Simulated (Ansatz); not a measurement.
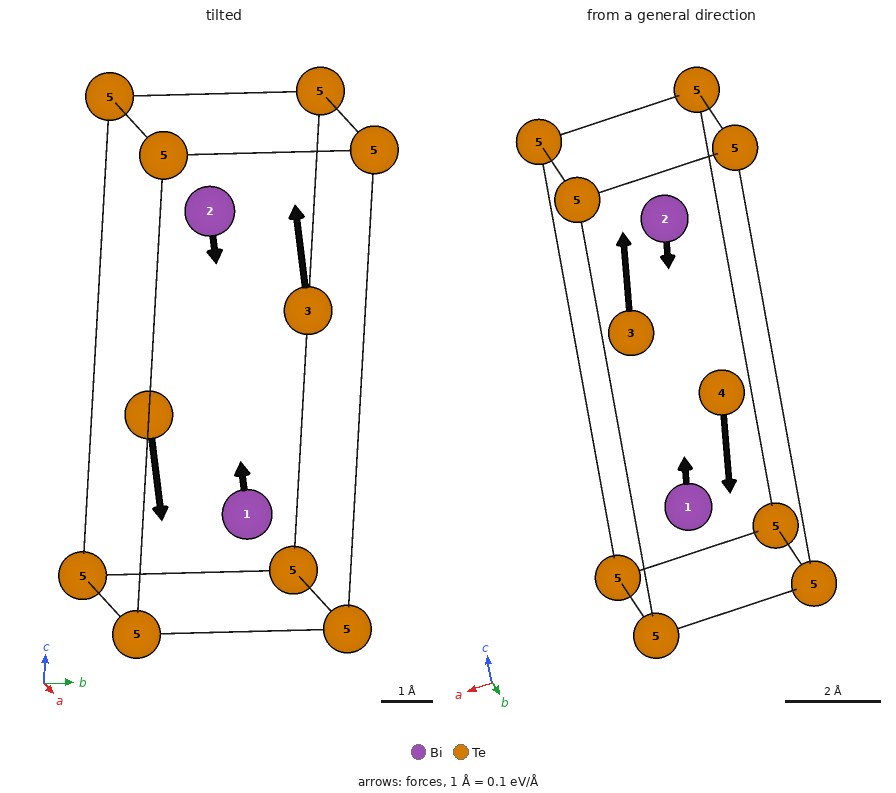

The crystal in a spheres-only representation, seen slightly off an axis and from a general direction. The frame is the cell (the run's own, in a reduced setting); atoms at its boundary are shown with their periodic copies. The arrows are the computed forces on the atoms.

System: Bi2Te3. Results below were computed with Ansatz, DFT, HSE06, plane waves, PAW; the settings were a kinetic-energy cutoff of 420 eV, k-points about 0.42 Å⁻¹ apart, no spin polarisation.

### Is the structure at rest?

No. The atoms still feel forces of up to about 0.18 eV/Å, above a usual threshold of 0.01 to 0.03 eV/Å.

### Name the atom under the greatest force.

Te3 and Te4, about 0.18 eV/Å.

The structure comes from a structure type filled with these elements by a generator (whether the compound takes this form wasn't checked). Earlier steps of the study may have refined or changed the cell and positions. A calculation with Ansatz used it as input.
